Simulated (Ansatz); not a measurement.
# HSe12: what the fields show

```
Se H
1.0
     0.00000  -13.81154   -0.11137
     8.45467    0.00000    0.00000
     0.00000    0.04142    5.12562
Se H
24 2
Direct
  0.50000 0.60649 0.00000
  0.00000 0.10649 0.00000
  0.74856 0.86431 0.99915
  0.24856 0.36431 0.99915
  0.50000 0.13665 0.00000
  0.00000 0.63665 0.00000
  0.75144 0.36431 0.00085
  0.25144 0.86431 0.00085
  0.93650 0.92755 0.66753
  0.43650 0.42755 0.66753
  0.69166 0.67723 0.67037
  0.19166 0.17723 0.67037
  0.93824 0.43455 0.67386
  0.43824 0.93455 0.67386
  0.68429 0.18339 0.66162
  0.18429 0.68339 0.66162
  0.80834 0.17723 0.32963
  0.30834 0.67723 0.32963
  0.56176 0.93455 0.32614
  0.06176 0.43455 0.32614
  0.81571 0.68339 0.33838
  0.31571 0.18339 0.33838
  0.56350 0.42755 0.33247
  0.06350 0.92755 0.33247
  0.50000 0.77726 0.50000
  0.00000 0.27726 0.50000
```

Space group C2; computed without spin polarisation.

These are results of Ansatz, DFT PBE+D3(BJ), scalar-relativistic, plane waves, PAW, not measurements.

Core electrons are frozen (PAW), and the valence fields are smoothed inside the atomic spheres.

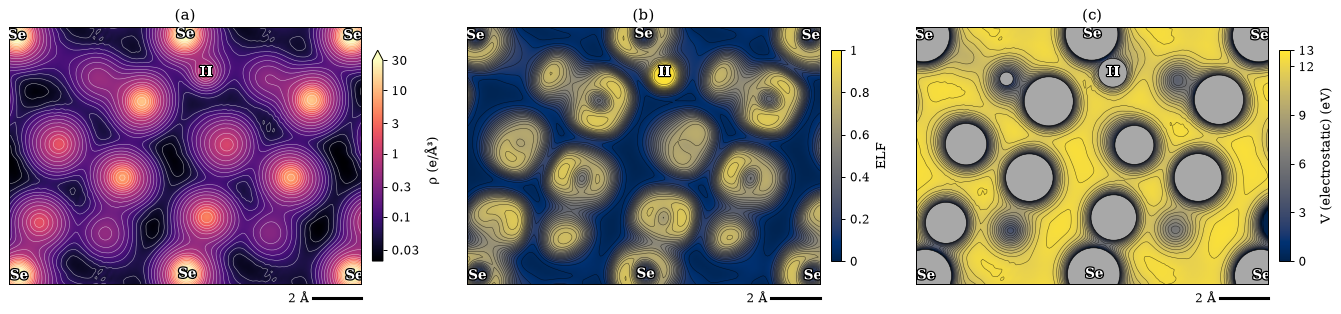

Figure 1. (a) valence electron density; (b) electron localisation function; (c) electrostatic potential energy of an electron on the (011̄) plane of the conventional cell. Grey discs cover the atomic cores in the potential map.

Q: Read the bonding off the picture.

A: The section cuts through Se and H sites. Atoms just off the plane (Se, 0.4 Å away) can leave unmarked features too. Se–H (1.82 Å): ρ is about 0.74 e/Å³ halfway; the ELF climbs to about 1 towards the hydrogen, as it does in any bond to H. Between the atoms the lowest density in this plane is 0.02 e/Å³. The ELF also peaks beside Se, away from the bonds: lone-pair regions. Outside the cores the potential energy rises away from the atoms and is highest about 2.2 Å from the nearest atoms; its zero is arbitrary.

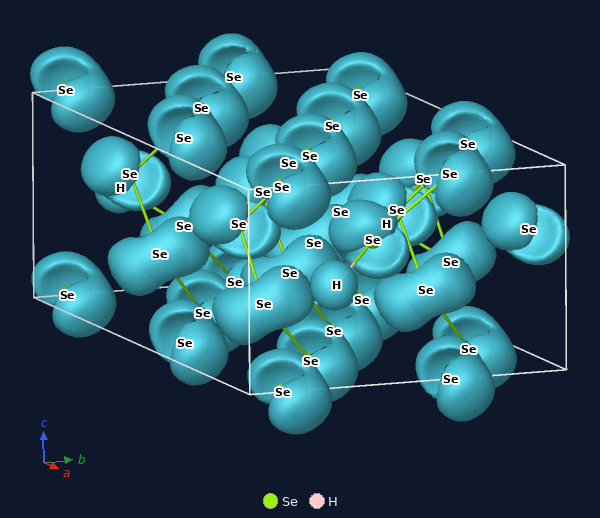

Figure 2. Isosurface of the ELF at 0.75 (cyan), seen slightly off an axis. Core shells and regions of very low density are left out. Sticks mark near contacts.

Q: Where are the electrons localised?

A: The surface consists of two regions around hydrogen nuclei and 24 regions wrapped around Se (the valence shell of each), counted in one cell of 26 atoms. Any copies at cell faces, edges or corners count once. Profiles from the grid: Se–Se (2.43 Å): the ELF peaks at about 0.70 between the atoms.

Q: Does the calculation make it a metal, or give it a gap?

A: It is metallic or semimetallic at this level of theory: no gap opens.
